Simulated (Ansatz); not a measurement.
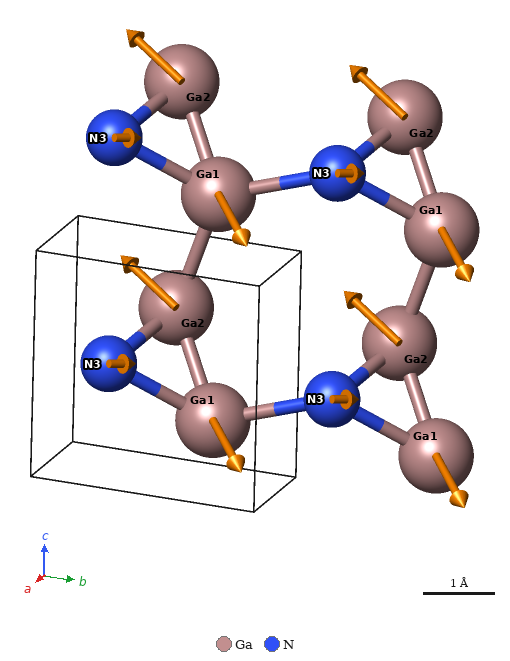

A relaxation of a crystal of Ga2N (a generated structure, set up in C2) (coarse preliminary run). The starting structure is drawn; orange arrows show the displacements (the part carried along by the change of the cell is left out), magnified 2 times.

Style: ball-and-stick. Shown: the cell of the calculation, repeated 1 × 2 × 2 with one cell outlined, slightly off an axis.

These are results of Ansatz 0.2.0, DFT PBE, scalar-relativistic, plane waves, PAW, not measurements. Settings: plane-wave cutoff 420 eV; k-point mesh 6 × 6 × 6; occupations gaussian; smearing width 0.1 eV; no spin polarisation; cell and atoms relaxed; force threshold 0.04 eV/Å; at most 70 steps.

### What did the optimiser do to the structure, and how much energy did it gain?

The largest moves relative to the cell, 0.62 Å, are those of Ga1 and Ga2. Ga1 goes along [3 2 −1]. By element the largest moves are Ga 0.62 Å, N 0.25 Å. The drawn cell changes as follows: a = b 3.222 → 3.166 Å (−1.7 %), c 3.222 → 4.389 Å (+36.2 %), α 97.6° → 90.0°, β 97.6° → 90.0°, γ 97.6° → 107.3°; the volume changes by +29.3 %. Some distances before and after: Ga1–Ga2 4.110 → 2.680 Å, Ga1–Ga2 (another image) 1.811 → 3.109 Å, Ga1–Ga2 (another image) 1.877 → 2.677 Å, Ga1–N3 1.811 → 2.011 Å. Bonds break: Ga1–Ga2 (1.81 → 3.11 Å). Bond angles that change, for instance: Ga1–N3–Ga2 60.0° → 101.3°, Ga1–N3–Ga2 125.7° → 101.3°, Ga1–N3–Ga2 105.3° → 124.3°. The space group (tolerance 0.01 Å) goes from C2 (No. 5) to C222 (No. 21). After 19 accepted moves (22 points after the start) the energy has fallen by 8.236 eV per cell of the calculation. The largest force component goes from 14 to 0.003 eV/Å. Pressure: 124.62 GPa at the start and 0.01 GPa at the end. The SCF was repeated 3 times at an unchanged geometry on a basis and grid sized afresh for the cell, which shifted the energy by 0.261 eV per cell of the calculation at most.
